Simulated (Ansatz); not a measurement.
**Geometry relaxation of Mg8HO8 (part 2 of 2)**

The same run, continued: Mg8HO8 (defect cell, 17 atoms in the cell); DFT PBE, scalar-relativistic, plane waves, PAW, PAW set soft_1, spin-polarised (Ansatz 0.2.0); cutoff 420 eV, 2×2×2 k-mesh, Fermi–Dirac smearing of 0.05 eV, collinear spins. The structure derives from an entry of the Crystallography Open Database. It belongs to a series of runs on one base structure; here: start relaxed.

Geometry of the input (Å; fractional positions):
```
0.0000  3.8650  3.8650
3.8650  0.0000  3.8650
3.8650  3.8650  0.0000
Mg 0.0000  0.0000  0.0000
O  0.2500  0.2500  0.2500
Mg 0.0000  -0.0000  0.5000
O  0.2500  0.2500  0.7500
Mg 0.0000  0.5000  -0.0000
O  0.2500  0.7500  0.2500
Mg 0.0000  0.5000  0.5000
O  0.2500  0.7500  0.7500
Mg 0.5000  0.0000  -0.0000
O  0.7500  0.2500  0.2500
Mg 0.5000  -0.0000  0.5000
O  0.7500  0.2500  0.7500
Mg 0.5000  0.5000  -0.0000
O  0.7500  0.7500  0.2500
Mg 0.5000  0.5000  0.5000
O  0.7500  0.7500  0.7500
H  0.3698  0.8792  0.3817
```

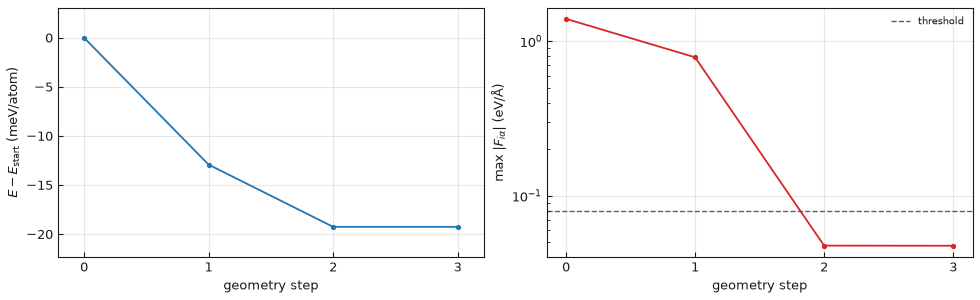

*Progress of the relaxation, step by step (the first geometry is step 0 here and step 1 in the log).*

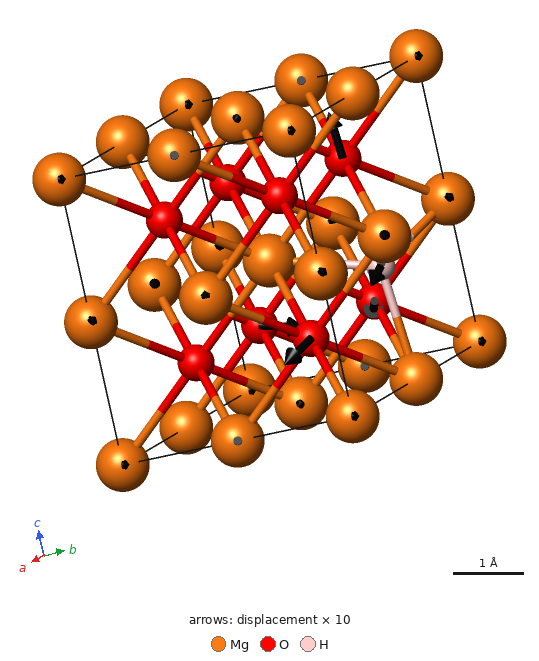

*The starting structure with the displacements as black arrows, magnified 10 times (ball-and-stick view of the cell of the calculation, seen slightly off an axis).*

The atom that moves furthest is O8 (0.070 Å). By element the largest moves are O 0.070 Å, H 0.035 Å, Mg 0.012 Å. The cell doesn't change. Distances before and after: Mg11–O14 1.932 → 1.978 Å, Mg1–O14 1.932 → 1.900 Å, Mg11–H17 1.649 → 1.681 Å, Mg9–H17 1.704 → 1.686 Å. Among the angles that change: Mg3–O2–Mg13 180.0° → 176.7°, O2–Mg13–O6 90.0° → 87.3°, Mg5–O2–Mg7 90.0° → 92.7°. The energy falls by 19.3 meV per atom in 3 geometry steps. The largest force component goes from 1.4 to 0.048 eV/Å. (Atoms are counted from 1 in the order of the input.)

```
SCF converged after 4 iterations
Magnetization: 0.7500 μB (64.8750 up, 64.1250 down)
Absolute magnetization: 0.7875 μB (∫|ρ↑−ρ↓|, with the PAW one-centre terms)
Spin contamination: 0.0018 ħ² per cell (⟨S²⟩ above its minimum at these occupations)
Per-site moments (μB) at R_I (Å): [(0.0012053540936264803, 0.7834570261120333), (0.0772629834368719, 0.7175784743748608), (0.001586606446497268, 0.6933557524137811), (-0.0005000499947126524, 0.7942695387050218), (0.001224918883786723, 0.7835339553602121), (0.07631492199681915, 0.7195334251272093), (0.0012004325524509125, 0.7835282970805562), (0.07752785117679602, 0.717005801900688), (0.001563793530795004, 0.6953064299605326), (-0.0004956351083028075, 0.7942077038578551), (0.0015877435878397523, 0.6932725056562689), (-0.0005002268068006815, 0.7942887630909605), (0.0012240451990143245, 0.7835305922725212), (0.07635853460251603, 0.7194471084384806), (0.0015678339708317664, 0.6949033497196231), (-0.0004965915456585253, 0.7942290571966097), (0.3235788392183799, 0.6932725056562689)]
Free energy (F): -19955.841155 eV
Harris-Foulkes:  -19955.841155 eV  (|F-HF|=1.46e-11)
Internal energy: -19955.829194 eV  (E = F + TS)
E sigma→0 (E₀):  -19955.835174 eV
Entropy (-TS):   -0.011961 eV (-0.704 meV/atom)
Fermi energy:    16.086405 eV
--- Per-component energies (eV) ---
  E_band       = -1849.541598
  E_kinetic    = 2042.007417
  E_local      = -12158.197998  (includes V_loc(G=0)·N_el)
  E_nonlocal   = 1982.796115
  E_hartree    = 4011.081683
  E_xc         = -837.819388
  E_vxc        = -1075.472761  (∫ρ·V_xc dr)
  E_paw        = -3700.168289  (= ΣΔE_a)
  E_vpaw       = -662.839944  (= ΣTr[D̂ρ^β])
  E_aug_tail   = 0.002026  (compensation charges beyond the density's cutoff)
  E_ewald      = -11295.530760
  E_smearing   = -0.011961  (= −TS)
  E_closure    = -0.000000  (closes the sum)
  Σ components = -19955.841155   (vs F -19955.841155, Δ=0.00e0)
--- Forces (eV/Å), atoms counted from 1 ---
  atom   1  Mg     0.01216418    -0.00430849     0.00447972
  atom   2  O     -0.02240217     0.02489560    -0.02481531
  atom   3  Mg     0.04459894    -0.03536763    -0.03772800
  atom   4  O      0.01449019    -0.00761435    -0.00839032
  atom   5  Mg    -0.00437472    -0.00818884    -0.00975876
  atom   6  O      0.02290982     0.01918555     0.01810023
  atom   7  Mg     0.01067901     0.00460088    -0.00440750
  atom   8  O     -0.02385659    -0.02518434     0.02523929
  atom   9  Mg    -0.04006207    -0.04732342     0.04761254
  atom  10  O     -0.01088136    -0.01390711     0.01416536
  atom  11  Mg     0.04442993     0.03784309     0.03548989
  atom  12  O      0.01417271     0.00835982     0.00755616
  atom  13  Mg    -0.00427884     0.00985852     0.00826534
  atom  14  O      0.02317082    -0.01830145    -0.01936360
  atom  15  Mg    -0.03638010     0.04629013    -0.04600730
  atom  16  O     -0.00985782     0.01395139    -0.01366477
  atom  17  H     -0.03451966    -0.00478922     0.00322665
  max |Σ_I F_I| component: 2.27e-6 eV/Å
--- Relaxed structure (4 steps of the walk, 4 accepted, 0 SCFs on fresh bases) ---
  F+E_penalty+E_count = -19955.84115491 eV   max|allowed force component| = 4.761e-2 eV/Å
  atoms:
    - { symbol: Mg, position: [-0.0009425133060257685, 0.0023423203917287395, -0.0004348671113045276] }
    - { symbol: O, position: [0.24463699332431493, 0.2655330247388851, 0.24521481733469386] }
    - { symbol: Mg, position: [-0.002572389079305716, 0.0009645355355346261, 0.501057143370869] }
    - { symbol: O, position: [0.25020327747986276, 0.250044660757241, 0.7501741495117287] }
    - { symbol: Mg, position: [-0.0009498221518046135, 0.49947410234699785, -0.0004262802495362261] }
    - { symbol: O, position: [0.24472499315633767, 0.7451678922716961, 0.24528860323234403] }
    - { symbol: Mg, position: [-0.0009504307607174634, 0.49945775703627215, 0.5024653727823118] }
    - { symbol: O, position: [0.24462169160892727, 0.7450789907075488, 0.7656996154604325] }
    - { symbol: Mg, position: [0.5003611250895208, 0.000760638024728616, -0.0014616336235492577] }
    - { symbol: O, position: [0.7496133919722112, 0.25008147348040216, 0.250713175855352] }
    - { symbol: Mg, position: [0.5005774520607924, 0.0009700991294350758, 0.5010626371791334] }
    - { symbol: O, position: [0.7495997535250072, 0.25004529834463485, 0.7501745634546921] }
    - { symbol: Mg, position: [0.501920907899616, 0.4994753285627217, -0.0004252103214437142] }
    - { symbol: O, position: [0.7648544043503989, 0.7451631488276702, 0.2452839919662282] }
    - { symbol: Mg, position: [0.5004159778195265, 0.4982810872154722, 0.5009081408507758] }
    - { symbol: O, position: [0.749601648322056, 0.7506187364525525, 0.7501991698071192] }
    - { symbol: H, position: [0.3740545386892808, 0.8757484061764773, 0.376225410500152] }
```

## Trajectory as extended XYZ (Å, eV, eV/Å), 4 frames, from step=1 to step=4
```
17
Lattice="0.0000 3.8650 3.8650 3.8650 0.0000 3.8650 3.8650 3.8650 0.0000" Properties=species:S:1:pos:R:3:forces:R:3 step=1 energy=-19955.51381
Mg    0.0000    0.0000    0.0000   -0.0208   0.0512  -0.0502
O     1.9325    1.9325    1.9325    1.3291  -1.3660   1.3647
Mg    1.9325    1.9325    0.0000    0.5355  -0.6064  -0.5914
O     3.8650    3.8650    1.9325   -0.0019  -0.0004   0.0000
Mg    1.9325    0.0000    1.9325    0.0467   0.0245   0.0178
O     3.8650    1.9325    3.8650   -1.2474  -1.2265  -1.2204
Mg    3.8650    1.9325    1.9325   -0.0283  -0.0510   0.0520
O     5.7975    3.8650    3.8650    1.3654   1.3950  -1.3964
Mg    0.0000    1.9325    1.9325   -0.4000  -0.3554   0.3533
O     1.9325    3.8650    3.8650   -0.0003   0.0012  -0.0012
Mg    1.9325    3.8650    1.9325    0.5462   0.5999   0.6151
O     3.8650    5.7975    3.8650   -0.0019   0.0000   0.0004
Mg    1.9325    1.9325    3.8650    0.0479  -0.0180  -0.0247
O     3.8650    3.8650    5.7975   -1.2538   1.2255   1.2316
Mg    3.8650    3.8650    3.8650   -0.4494   0.3878  -0.3900
O     5.7975    5.7975    5.7975   -0.0006  -0.0013   0.0013
H     4.8735    2.9045    4.8273   -0.4663  -0.0602   0.0382
17
Lattice="0.0000 3.8650 3.8650 3.8650 0.0000 3.8650 3.8650 3.8650 0.0000" Properties=species:S:1:pos:R:3:forces:R:3 step=2 energy=-19955.73344
Mg    0.0040   -0.0026    0.0027   -0.0505   0.0446  -0.0448
O     1.9500    1.9154    1.9496    0.7655  -0.7723   0.7721
Mg    1.9351    1.9299   -0.0026    0.3421  -0.3453  -0.3444
O     3.8656    3.8655    1.9328   -0.0118   0.0056   0.0068
Mg    1.9305   -0.0031    1.9291    0.0425   0.0464   0.0476
O     3.8493    1.9163    3.8487   -0.7175  -0.7134  -0.7120
Mg    3.8689    1.9353    1.9297   -0.0500  -0.0454   0.0453
O     5.8152    3.8823    3.8477    0.7823   0.7874  -0.7876
Mg   -0.0010    1.9314    1.9336   -0.2378  -0.2364   0.2363
O     1.9336    3.8652    3.8648    0.0055   0.0098  -0.0100
Mg    1.9351    3.8676    1.9352    0.3468   0.3491   0.3500
O     3.8656    5.7973    3.8645   -0.0116  -0.0069  -0.0057
Mg    1.9305    1.9359    3.8681    0.0424  -0.0478  -0.0466
O     3.8492    3.8814    5.8138   -0.7201   0.7143   0.7158
Mg    3.8636    3.8664    3.8636   -0.2591   0.2568  -0.2568
O     5.7986    5.7975    5.7976    0.0046  -0.0103   0.0101
H     4.8596    2.9027    4.8285   -0.2743  -0.0365   0.0241
17
Lattice="0.0000 3.8650 3.8650 3.8650 0.0000 3.8650 3.8650 3.8650 0.0000" Properties=species:S:1:pos:R:3:forces:R:3 step=3 energy=-19955.84115
Mg    0.0074   -0.0053    0.0054    0.0120  -0.0044   0.0046
O     1.9740    1.8933    1.9718   -0.0224   0.0249  -0.0248
Mg    1.9403    1.9266   -0.0062    0.0447  -0.0353  -0.0377
O     3.8658    3.8665    1.9335    0.0145  -0.0076  -0.0084
Mg    1.9288   -0.0053    1.9268   -0.0045  -0.0081  -0.0096
O     3.8281    1.8939    3.8259    0.0230   0.0192   0.0181
Mg    3.8724    1.9384    1.9267    0.0106   0.0047  -0.0045
O     5.8392    3.9049    3.8252   -0.0238  -0.0252   0.0252
Mg   -0.0027    1.9282    1.9368   -0.0400  -0.0474   0.0477
O     1.9356    3.8663    3.8638   -0.0109  -0.0139   0.0142
Mg    1.9404    3.8713    1.9385    0.0446   0.0378   0.0354
O     3.8659    5.7966    3.8636    0.0142   0.0084   0.0076
Mg    1.9288    1.9383    3.8704   -0.0044   0.0097   0.0082
O     3.8281    3.9042    5.8362    0.0232  -0.0183  -0.0194
Mg    3.8619    3.8701    3.8600   -0.0362   0.0464  -0.0461
O     5.8007    5.7967    5.7984   -0.0099   0.0140  -0.0137
H     4.8389    2.8998    4.8305   -0.0348  -0.0048   0.0033
17
Lattice="0.0000 3.8650 3.8650 3.8650 0.0000 3.8650 3.8650 3.8650 0.0000" Properties=species:S:1:pos:R:3:forces:R:3 step=4 energy=-19955.84115
Mg    0.0074   -0.0053    0.0054    0.0122  -0.0043   0.0045
O     1.9740    1.8933    1.9718   -0.0224   0.0249  -0.0248
Mg    1.9403    1.9266   -0.0062    0.0446  -0.0354  -0.0377
O     3.8658    3.8665    1.9335    0.0145  -0.0076  -0.0084
Mg    1.9288   -0.0053    1.9268   -0.0044  -0.0082  -0.0098
O     3.8281    1.8939    3.8259    0.0229   0.0192   0.0181
Mg    3.8724    1.9384    1.9267    0.0107   0.0046  -0.0044
O     5.8392    3.9049    3.8252   -0.0239  -0.0252   0.0252
Mg   -0.0027    1.9282    1.9368   -0.0401  -0.0473   0.0476
O     1.9356    3.8663    3.8638   -0.0109  -0.0139   0.0142
Mg    1.9404    3.8713    1.9385    0.0444   0.0378   0.0355
O     3.8659    5.7966    3.8636    0.0142   0.0084   0.0076
Mg    1.9288    1.9383    3.8704   -0.0043   0.0099   0.0083
O     3.8281    3.9042    5.8362    0.0232  -0.0183  -0.0194
Mg    3.8619    3.8701    3.8600   -0.0364   0.0463  -0.0460
O     5.8007    5.7967    5.7984   -0.0099   0.0140  -0.0137
H     4.8389    2.8998    4.8305   -0.0345  -0.0048   0.0032
```

## Summary

- outcome: converged
- electrons treated: 129
- free energy: −19955.8412 eV
- Fermi energy: 16.086 eV
- net moment of the cell: 0.75 μB
- integrated absolute moment: 0.79 μB
- final volume: 115.47 Å³
- largest force (length of the vector) at the end: 0.078 eV/Å
- hardware: 1 thread of Arm Neoverse V1, 24 GiB of memory available, shared host
- wall time: 28 s
- peak memory: 0.44 GiB

## Notes

The input asks for low accuracy. The k-point mesh is coarse for a cell of this size, so the results may not be converged.
